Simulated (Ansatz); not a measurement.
**Geometry relaxation of Rb3H**

The run: geometry relaxation of Rb3H (Pm-3m, 4 atoms in the cell). Method and program: DFT PBE, scalar-relativistic, plane waves, PAW, no spin polarisation (Ansatz 0.2.0).

The structure was made by swapping elements on the sites of another compound; it need not be a known phase. It belongs to a series of runs on one base structure; here: Cu3Au (L1_2) type (Pm-3m, No. 221). Figures and captions count atoms from 1; the log counts them from 0 in places.

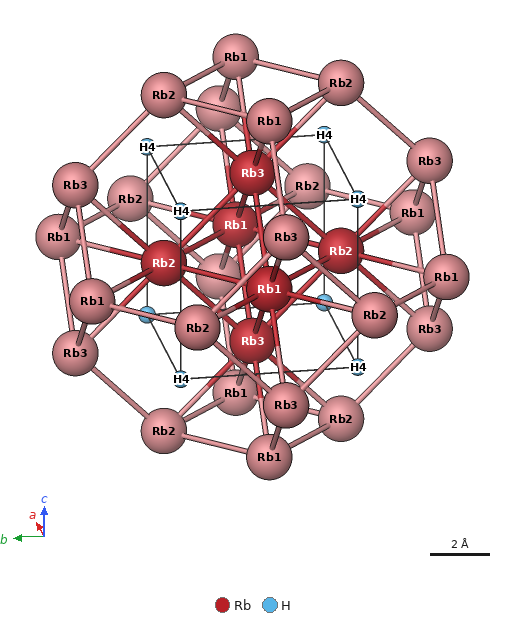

The structure as given in the input (ball-and-stick view of the cell of the calculation, seen at an oblique angle; neighbours outside the cell are drawn fainter; atoms are numbered from 1 in the order of the input).

Results in brief:

| quantity | value |
| --- | --- |
| outcome | converged |
| space group (tolerance 0.01 Å) | Pm-3m (221) |
| electrons treated | 28 |
| free energy | −9816.7301 eV |
| Fermi energy | 2.637 eV |
| gap on the k-point mesh | none (metallic) |
| pressure | 0.01 GPa |
| final volume | 241.15 Å³ |
| largest force (length of the vector) at the end | under 0.001 eV/Å |
| final cell | a = 6.224 Å, b = 6.224 Å, c = 6.224 Å, α = 90.00°, β = 90.00°, γ = 90.00° |
| hardware | 1 thread of Intel Xeon (Sapphire Rapids), 192 GiB of memory available, shared host |
| wall time | 30 s |
| peak memory | 0.51 GiB |

Input file:
```yaml
crystal:
  lattice:
    - [6.1496201393, 0.0, 0.0]
    - [0.0, 6.1496201393, 0.0]
    - [0.0, 0.0, 6.1496201393]
  atoms:
    - { symbol: Rb, position: [0.0, 0.5, 0.5] }
    - { symbol: Rb, position: [0.5, 0.0, 0.5] }
    - { symbol: Rb, position: [0.5, 0.5, 0.0] }
    - { symbol: H, position: [0.0, 0.0, 0.0] }
basis:
  ecutwfc: 420
kpoints:
  mp_grid: { grid: [8, 8, 8] }
hamiltonian:
  xc: pbe
scf:
  occupations: { method: gaussian, width: 0.1 }
output:
  forces: true
  stress: true
  eigenvalues: true
relax:
  adjacent_minimum: "off"
  f_tol: 0.01
  max_steps: 80
  cell: { stress_tol: 0.05 }
```

Run as:
```bash
ansatz run input.yaml --threads 1 --pin off --max-ram 2560MiB --backend cpu --events-out ev --progress --plain --runs-dir out
```

What the program printed:
```
Engine: ansatz 0.2.0, x86_64-unknown-linux-gnu
Pseudopotentials: kind: paw
Pseudopotential: Rb, paw, valence charge 9, recommended cutoff 420 eV (normal), Rb.paw.azcp
Pseudopotential: H, paw, valence charge 1, recommended cutoff 420 eV (normal), H.paw.azcp
Functional definition: PBE
  parameter kappa = 0.804
  parameter beta = 0.06672455060314922
  exchange = pbe_x(kappa = kappa, mu = beta*pi^2/3)
  correlation = pbe_c(beta = beta)
Crystal: 4 atoms, lattice volume = 232.565 Å³
Basis set: ecut = 420 eV, 4553 PW (Γ), exchange–correlation on 90×90×90 points (8 copies of the dense FFT grid, shifted against one another)
Bands: 18, of which v1, the nominal top of the filled ones, is band 14 counted from 1 (13 counted from 0)
Symmetry: 48 space group operations
Space group: Pm-3m (ITA 221), of the structure as read, at distance tolerance 6.1e-5 Å
k-points: 35 of 512
Non-local potential: Rb, projectors of the file, l = 0: 3, l = 1: 2, l = 2: 2
Non-local potential: H, projectors of the file, l = 0: 2, l = 1: 1
PAW form: soft (Blöchl's): semilocal exchange-correlation on the pseudo side does not see the compensation charge
PAW one-centre angular grid: Rb, 110 points (default); XC on 64 Gauss nodes
PAW one-centre angular grid: H, 110 points (default); XC on 64 Gauss nodes
Initial density: superposition of atomic densities (neutral atoms: chi_scale 0, normalization atom), corrected by the library's trained network
Initial wavefunctions: pseudopotential atomic-orbital guess
Functional: x = pbe(κ = 0.804, μ = 0.2195149727645171), c = pbe(β = 0.06672455060314922)
SCF iter   1: F=—  HF=-9816.758612 eV  |F-HF|=—  |Δ(HF+E_count)|=         —  Δρ=3.96e-3  dr2=1.58e-1  ethr=1.77e-3  ⟨swp⟩=7.8  Hψ=3394  notcnv=0
preconditioner: auto → Kerker (q_TF=auto, 1.917 Å⁻¹)  [metal: Δε(μ)=0.043 eV  Ē_g=2.572 eV  σ=0.100 eV  W_gap=0.24  n_scr=26 (ndim 8)  ℏωp=4.9 eV  f_vac=0.000  D(μ)=0.86/eV (n_scr^D=0)]
SCF iter   2: F=—  HF=-9816.740643 eV  |F-HF|=—  |Δ(HF+E_count)|=   1.80e-2  Δρ=2.06e-3  dr2=6.90e-2  ethr=5.63e-4  ⟨swp⟩=1.1  Hψ=914  notcnv=0
SCF iter   3: F=—  HF=-9816.727541 eV  |F-HF|=—  |Δ(HF+E_count)|=   1.31e-2  Δρ=7.56e-4  dr2=1.01e-2  ethr=2.46e-4  ⟨swp⟩=1.6  Hψ=657  notcnv=0
SCF iter   4: F=—  HF=-9816.725844 eV  |F-HF|=—  |Δ(HF+E_count)|=   1.70e-3  Δρ=2.66e-4  dr2=4.41e-4  ethr=3.61e-5  ⟨swp⟩=2.0  Hψ=681  notcnv=0
SCF iter   5: F=—  HF=-9816.726209 eV  |F-HF|=—  |Δ(HF+E_count)|=   3.65e-4  Δρ=4.46e-5  dr2=8.53e-6  ethr=1.58e-6  ⟨swp⟩=2.7  Hψ=1023  notcnv=0
SCF iter   6: F=—  HF=-9816.726173 eV  |F-HF|=—  |Δ(HF+E_count)|=   3.60e-5  Δρ=1.03e-5  dr2=3.42e-7  ethr=3.05e-8  ⟨swp⟩=2.8  Hψ=1031  notcnv=0
SCF iter   7: F=-9816.726174 eV  HF=-9816.726174 eV  |F-HF|=1.00e-7  |Δ(HF+E_count)|=   5.01e-7  Δρ=3.63e-6  dr2=6.48e-8  ethr=3.57e-10  ⟨swp⟩=8.0  Hψ=3385  notcnv=0
SCF 1 converged in 7 iterations: F = -9816.726174 eV  dr2 = 6.48e-8
  greatest PAW one-centre occupation: 0.975 electrons in one spin orbital (limit 2), on the Rb atom at site 2 (counted from 0), in its partial waves of l = 0
relax step   1: F+E_penalty+E_count = -9816.72617371 eV  Δ(F+E_penalty+E_count) = +0.000e0 eV  max|allowed force component| = 1.312e-29 eV/Å  Δτ_max = 0.0000 Å  P = +0.143 GPa  Ω = 232.565 Å³  (7 SCF iters, dr2 threshold 1.00e-7 eV, accepted)
Crystal: 4 atoms, lattice volume = 234.011 Å³
Basis set: ecut = 420 eV, 4625 PW (Γ), exchange–correlation on 90×90×90 points (8 copies of the dense FFT grid, shifted against one another)
Initial density: handed on by an earlier stage of this run
Initial wavefunctions: those handed on with the density
iter 1 solved again at ethr=1.04e-7 eV; its pass at ethr=3.10e-3 eV (dr2=2.92e-5 eV) is discarded
SCF iter   1: F=—  HF=-9816.727296 eV  |F-HF|=—  |Δ(HF+E_count)|=         —  Δρ=6.35e-5  dr2=2.77e-5  ethr=1.04e-7  ⟨swp⟩=3.0  Hψ=4293  notcnv=0
preconditioner: auto → Kerker (q_TF=auto, 1.915 Å⁻¹)  [metal: Δε(μ)=0.047 eV  Ē_g=2.656 eV  σ=0.100 eV  W_gap=0.25  n_scr=26 (ndim 8)  ℏωp=4.9 eV  f_vac=0.000  D(μ)=1.24/eV (n_scr^D=0)]
SCF iter   2: F=—  HF=-9816.727295 eV  |F-HF|=—  |Δ(HF+E_count)|=   1.84e-6  Δρ=3.55e-5  dr2=1.22e-5  ethr=9.89e-8  ⟨swp⟩=1.6  Hψ=651  notcnv=0
SCF iter   3: F=—  HF=-9816.727292 eV  |F-HF|=—  |Δ(HF+E_count)|=   2.53e-6  Δρ=1.28e-5  dr2=1.54e-6  ethr=4.36e-8  ⟨swp⟩=2.4  Hψ=841  notcnv=0
SCF iter   4: F=-9816.727292 eV  HF=-9816.727292 eV  |F-HF|=1.30e-9  |Δ(HF+E_count)|=   1.76e-7  Δρ=2.61e-6  dr2=4.19e-8  ethr=1.83e-10  ⟨swp⟩=4.4  Hψ=3009  notcnv=0
SCF 2 converged in 4 iterations: F = -9816.727292 eV  dr2 = 4.19e-8
  greatest PAW one-centre occupation: 0.975 electrons in one spin orbital (limit 2), on the Rb atom at site 0 (counted from 0), in its partial waves of l = 0
relax step   2: F+E_penalty+E_count = -9816.72729187 eV  Δ(F+E_penalty+E_count) = -1.118e-3 eV  max|allowed force component| = 6.574e-30 eV/Å  Δτ_max = 0.0000 Å  P = +0.118 GPa  Ω = 234.011 Å³  energy of the carried Pulay correction = -6.108e-5 eV  (4 SCF iters, dr2 threshold 5.12e-8 eV, accepted)
Crystal: 4 atoms, lattice volume = 241.149 Å³
Basis set: ecut = 420 eV, 4729 PW (Γ), exchange–correlation on 90×90×90 points (8 copies of the dense FFT grid, shifted against one another)
iter 1 solved again at ethr=2.48e-6 eV; its pass at ethr=3.10e-3 eV (dr2=6.94e-4 eV) is discarded
SCF iter   1: F=—  HF=-9816.729887 eV  |F-HF|=—  |Δ(HF+E_count)|=         —  Δρ=3.06e-4  dr2=6.77e-4  ethr=2.48e-6  ⟨swp⟩=2.9  Hψ=4220  notcnv=0
preconditioner: auto → Kerker (q_TF=auto, 1.906 Å⁻¹)  [metal: Δε(μ)=0.046 eV  Ē_g=2.611 eV  σ=0.100 eV  W_gap=0.25  n_scr=26 (ndim 8)  ℏωp=4.8 eV  f_vac=0.000  D(μ)=1.21/eV (n_scr^D=0)]
SCF iter   2: F=—  HF=-9816.729792 eV  |F-HF|=—  |Δ(HF+E_count)|=   9.53e-5  Δρ=1.72e-4  dr2=3.03e-4  ethr=2.42e-6  ⟨swp⟩=1.7  Hψ=653  notcnv=0
SCF iter   3: F=—  HF=-9816.729749 eV  |F-HF|=—  |Δ(HF+E_count)|=   4.31e-5  Δρ=6.40e-5  dr2=4.33e-5  ethr=1.08e-6  ⟨swp⟩=2.1  Hψ=755  notcnv=0
SCF iter   4: F=—  HF=-9816.729740 eV  |F-HF|=—  |Δ(HF+E_count)|=   8.63e-6  Δρ=1.54e-5  dr2=1.46e-6  ethr=1.55e-7  ⟨swp⟩=2.6  Hψ=911  notcnv=0
SCF iter   5: F=—  HF=-9816.729688 eV  |F-HF|=—  |Δ(HF+E_count)|=   5.19e-5  Δρ=6.65e-6  dr2=2.31e-7  ethr=5.23e-9  ⟨swp⟩=2.1  Hψ=1042  notcnv=0
SCF iter   6: F=—  HF=-9816.729688 eV  |F-HF|=—  |Δ(HF+E_count)|=   9.37e-8  Δρ=3.36e-6  dr2=5.10e-8  ethr=8.26e-10  ⟨swp⟩=2.7  Hψ=1131  notcnv=0
SCF iter   7: F=-9816.729688 eV  HF=-9816.729688 eV  |F-HF|=3.00e-9  |Δ(HF+E_count)|=   6.62e-9  Δρ=1.13e-6  dr2=5.74e-9  ethr=1.25e-10  ⟨swp⟩=5.1  Hψ=2555  notcnv=0
SCF 3 converged in 7 iterations: F = -9816.729688 eV  dr2 = 5.74e-9
relax step   3: F+E_penalty+E_count = -9816.72968810 eV  Δ(F+E_penalty+E_count) = -2.396e-3 eV  max|allowed force component| = 3.173e-30 eV/Å  Δτ_max = 0.0000 Å  P = +0.005 GPa  Ω = 241.149 Å³  energy of the carried Pulay correction = -3.571e-4 eV  (7 SCF iters, dr2 threshold 3.50e-8 eV, accepted)
Initial wavefunctions: pseudopotential atomic-orbital guess (no wavefunctions were taken with the density)
iter 1 solved again at ethr=6.86e-7 eV; its pass at ethr=3.10e-3 eV (dr2=1.92e-4 eV) is discarded
SCF iter   1: F=—  HF=-9816.729915 eV  |F-HF|=—  |Δ(HF+E_count)|=         —  Δρ=4.23e-5  dr2=3.48e-7  ethr=6.86e-7  ⟨swp⟩=3.5  Hψ=5338  notcnv=0
eigensolver tolerance schedule: the retry pair's looser diagonalisation over-reported the residual by 550.42 of it (diagonalisation noise at 0.14 of the residual, at the tolerance the schedule requests for it); recorded, not acted on — ethr = c·dr2/N_el stays at c = 1.0e-1
preconditioner: auto → Kerker (q_TF=auto, 1.906 Å⁻¹)  [metal: Δε(μ)=0.046 eV  Ē_g=2.616 eV  σ=0.100 eV  W_gap=0.25  n_scr=26 (ndim 8)  ℏωp=4.8 eV  f_vac=0.000  D(μ)=1.20/eV (n_scr^D=0)]
SCF iter   2: F=—  HF=-9816.730023 eV  |F-HF|=—  |Δ(HF+E_count)|=   1.08e-4  Δρ=2.07e-5  dr2=4.39e-8  ethr=1.24e-9  ⟨swp⟩=3.0  Hψ=1254  notcnv=0
SCF iter   3: F=—  HF=-9816.730072 eV  |F-HF|=—  |Δ(HF+E_count)|=   4.91e-5  Δρ=5.97e-6  dr2=7.47e-9  ethr=1.57e-10  ⟨swp⟩=2.2  Hψ=1011  notcnv=0
SCF iter   4: F=—  HF=-9816.730076 eV  |F-HF|=—  |Δ(HF+E_count)|=   4.08e-6  Δρ=3.71e-7  dr2=1.41e-9  ethr=2.67e-11  ⟨swp⟩=2.9  Hψ=997  notcnv=0
SCF iter   5: F=—  HF=-9816.730076 eV  |F-HF|=—  |Δ(HF+E_count)|=   1.12e-9  Δρ=1.63e-7  dr2=2.60e-10  ethr=5.02e-12  ⟨swp⟩=2.0  Hψ=703  notcnv=0
SCF iter   6: F=-9816.730076 eV  HF=-9816.730076 eV  |F-HF|=3.27e-11  |Δ(HF+E_count)|=  6.00e-11  Δρ=3.82e-8  dr2=5.99e-12  ethr=1.00e-12  ⟨swp⟩=4.3  Hψ=2926  notcnv=0
SCF 4 converged in 6 iterations: F = -9816.730076 eV  dr2 = 5.99e-12
  greatest PAW one-centre occupation: 0.975 electrons in one spin orbital (limit 2), on the Rb atom at site 1 (counted from 0), in its partial waves of l = 0
relax step   4: F+E_penalty+E_count = -9816.73007633 eV  Δ(F+E_penalty+E_count) = -3.882e-4 eV  max|allowed force component| = 2.495e-30 eV/Å  Δτ_max = 0.0000 Å  P = +0.006 GPa  Ω = 241.149 Å³  stress off target by 6.44e-3 GPa  SCF on the basis re-selected at this cell (its energy is not comparable with the rows above)  (6 SCF iters)
```

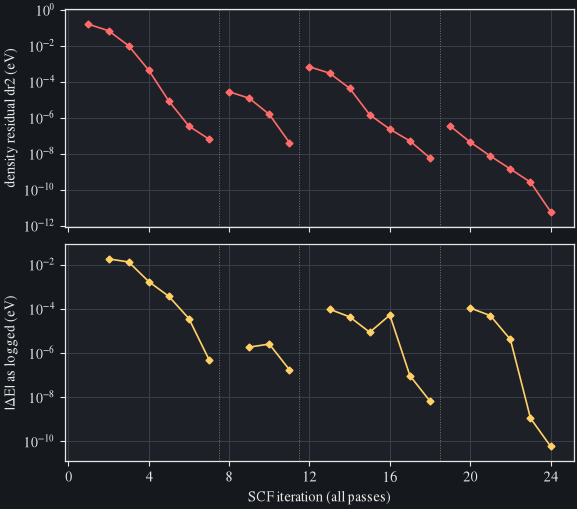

Convergence of the self-consistent field: density residual dr2 and size of the energy change against the SCF iteration. The dotted lines part the SCF passes of the relaxation: geometry steps, rejected trials and re-solves on a re-selected basis. The passes take 7, 4, 7 and 6 iterations.

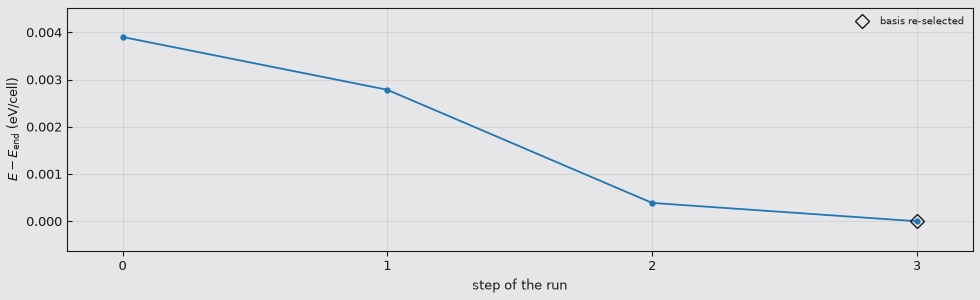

Progress of the relaxation, step by step (the first geometry is step 0 here and step 1 in the log).

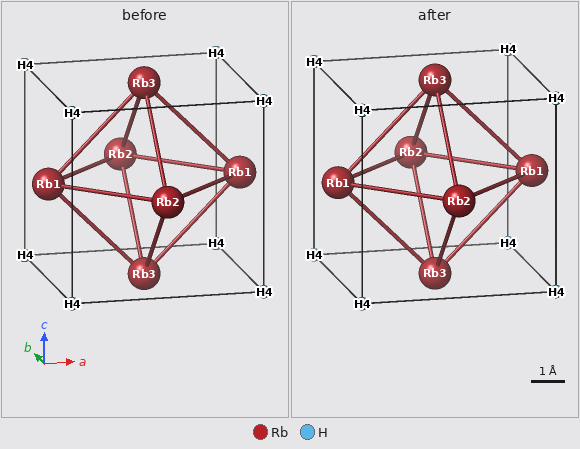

Before (left) and after (right) the relaxation, at one scale (ball-and-stick view of the cell of the calculation, seen slightly off an axis). The energy falls by 3.5 meV per cell of the calculation in 2 geometry steps. All forces vanish by symmetry, so only the cell relaxes. The pressure goes from 0.14 to 0.01 GPa. The atoms keep their places relative to the cell (all moves are under 0.005 Å). Cell: a = b = c 6.150 → 6.224 Å (+1.2 %). Volume +3.7 %. Among the contacts that change: Rb1–Rb2 4.348 → 4.401 Å. The space group stays Pm-3m (No. 221). A last SCF at the same geometry on a re-selected plane-wave basis shifts the energy by −0.4 meV per cell of the calculation. (Atoms are counted from 1 in the order of the input.)

```
basis re-selected at this cell: Δ(F+E_penalty+E_count) = -3.882e-4 eV, ΔP = +0.001 GPa vs the last step (what re-selecting the basis moved, of the pressure what is left beyond the Pulay correction that the steps carried, after the strain that the cell walked since its last selection, with what the two solves' SCF thresholds leave and, on support functions, any second-order correction that the steps lacked; it is no measure of the basis error at this ecutwfc). This SCF's stress stands 6.44e-3 GPa from its target on what of the cell is left free (relax.cell.stress_tol is 5.00e-2 GPa) and its largest allowed force component is 2.50e-30 eV/Å (relax.f_tol is 1.00e-2 eV/Å): within both
SCF converged after 6 iterations
Free energy (F): -9816.730076 eV
Harris-Foulkes:  -9816.730076 eV  (|F-HF|=3.27e-11)
Internal energy: -9816.724066 eV  (E = F + TS)
E sigma→0 (E₀):  -9816.727071 eV
Entropy (-TS):   -0.006010 eV (-1.503 meV/atom)
Fermi energy:    2.637138 eV
--- Per-component energies (eV) ---
  E_band       = -348.441038
  E_kinetic    = 584.573953
  E_local      = -2088.247219  (includes V_loc(G=0)·N_el)
  E_nonlocal   = 522.094548
  E_hartree    = 580.926627
  E_xc         = -396.958159
  E_vxc        = -417.327260  (∫ρ·V_xc dr)
  E_paw        = -7854.459456  (= ΣΔE_a)
  E_vpaw       = -111.387372  (= ΣTr[D̂ρ^β])
  E_aug_tail   = -0.000975  (compensation charges beyond the density's cutoff)
  E_ewald      = -1164.653385
  E_smearing   = -0.006010  (= −TS)
  E_closure    = -0.000000  (closes the sum)
  Σ components = -9816.730076   (vs F -9816.730076, Δ=0.00e0)
--- Forces (eV/Å), atoms counted from 1 ---
  atom   1  Rb     0.00000000    -0.00000000     0.00000000
  atom   2  Rb     0.00000000     0.00000000     0.00000000
  atom   3  Rb    -0.00000000    -0.00000000     0.00000000
  atom   4  H      0.00000000    -0.00000000    -0.00000000
  max |Σ_I F_I| component: 6.85e-30 eV/Å
--- Stress (GPa, compression-positive) ---
        0.006436      -0.000000      -0.000000
       -0.000000       0.006436      -0.000000
       -0.000000      -0.000000       0.006436
  P = ⅓ Tr σ = 0.0064 GPa (0.064 kbar)
--- Band table (eV; the first three rows and the last of 35) ---
  k-point 0: bands = ["-26.6652", "-26.6407", "-26.6407", "-10.8601", "-10.8601", "-10.8601", "-10.7365", "-10.7365", "-10.7365", "-10.6256", "-10.6256", "-10.6256", "-0.0794", "1.7119", "3.8378", "3.8378", "4.1706", "4.6729"]
  k-point 1: bands = ["-26.6643", "-26.6415", "-26.6407", "-10.8552", "-10.8552", "-10.8529", "-10.7381", "-10.7381", "-10.7371", "-10.6350", "-10.6292", "-10.6292", "-0.0174", "1.7137", "3.6489", "3.9242", "4.1581", "4.6619"]
  k-point 2: bands = ["-26.6620", "-26.6438", "-26.6406", "-10.8419", "-10.8419", "-10.8325", "-10.7431", "-10.7431", "-10.7386", "-10.6609", "-10.6379", "-10.6379", "0.1555", "1.6734", "3.3775", "4.0908", "4.1710", "4.6331"]
  k-point 34: bands = ["-26.6487", "-26.6487", "-26.6487", "-10.9182", "-10.8568", "-10.8568", "-10.8568", "-10.6618", "-10.6618", "-10.6618", "-10.6126", "-10.6126", "0.7527", "3.0108", "3.0108", "3.0108", "3.5682", "4.0865"]
--- Relaxed structure (3 steps of the walk, 3 accepted, 1 SCFs on fresh bases) ---
  F+E_penalty+E_count = -9816.73007633 eV   max|allowed force component| = 2.495e-30 eV/Å   (the final SCF, on the basis selected at the relaxed cell)
  cell:  # Å, volume = 241.1490 Å³
    - [6.224366444227968, 8.656653864615545e-34, -3.209883240645393e-35]
    - [6.088747272099229e-34, 6.224366444227968, -6.419766481290786e-35]
    - [-3.209883240645393e-35, 6.419766481290786e-35, 6.224366444227968]
  atoms:
    - { symbol: Rb, position: [-1.1417972893541809e-36, 0.5, 0.5] }
    - { symbol: Rb, position: [0.5, -1.7840582667821865e-38, 0.5] }
    - { symbol: Rb, position: [0.5, 0.5, -6.116771170826375e-38] }
    - { symbol: H, position: [-1.7942528742755112e-36, 2.8799797648114492e-37, 2.0389237185450554e-38] }
```

Trajectory as extended XYZ (Å, eV, eV/Å), 4 frames, from step=1 to step=4:
```
4
Lattice="6.1496 0.0000 0.0000 0.0000 6.1496 0.0000 0.0000 0.0000 6.1496" Properties=species:S:1:pos:R:3:forces:R:3 step=1 energy=-9816.72617 pressure_GPa=0.14
Rb    0.0000    3.0748    3.0748    0.0000   0.0000   0.0000
Rb    3.0748    0.0000    3.0748    0.0000   0.0000   0.0000
Rb    3.0748    3.0748    0.0000    0.0000   0.0000   0.0000
H     0.0000    0.0000    0.0000    0.0000   0.0000   0.0000
4
Lattice="6.1623 0.0000 0.0000 0.0000 6.1623 0.0000 0.0000 0.0000 6.1623" Properties=species:S:1:pos:R:3:forces:R:3 step=2 energy=-9816.72729 pressure_GPa=0.12
Rb    0.0000    3.0812    3.0812    0.0000   0.0000   0.0000
Rb    3.0812    0.0000    3.0812    0.0000   0.0000   0.0000
Rb    3.0812    3.0812    0.0000    0.0000   0.0000   0.0000
H     0.0000    0.0000    0.0000    0.0000   0.0000   0.0000
4
Lattice="6.2244 0.0000 0.0000 0.0000 6.2244 0.0000 0.0000 0.0000 6.2244" Properties=species:S:1:pos:R:3:forces:R:3 step=3 energy=-9816.72969 pressure_GPa=0.01
Rb    0.0000    3.1122    3.1122    0.0000   0.0000   0.0000
Rb    3.1122    0.0000    3.1122    0.0000   0.0000   0.0000
Rb    3.1122    3.1122    0.0000    0.0000   0.0000   0.0000
H     0.0000    0.0000    0.0000    0.0000   0.0000   0.0000
4
Lattice="6.2244 0.0000 0.0000 0.0000 6.2244 0.0000 0.0000 0.0000 6.2244" Properties=species:S:1:pos:R:3:forces:R:3 step=4 energy=-9816.73008 pressure_GPa=0.01
Rb    0.0000    3.1122    3.1122    0.0000   0.0000   0.0000
Rb    3.1122    0.0000    3.1122    0.0000   0.0000   0.0000
Rb    3.1122    3.1122    0.0000    0.0000   0.0000   0.0000
H     0.0000    0.0000    0.0000    0.0000   0.0000   0.0000
```
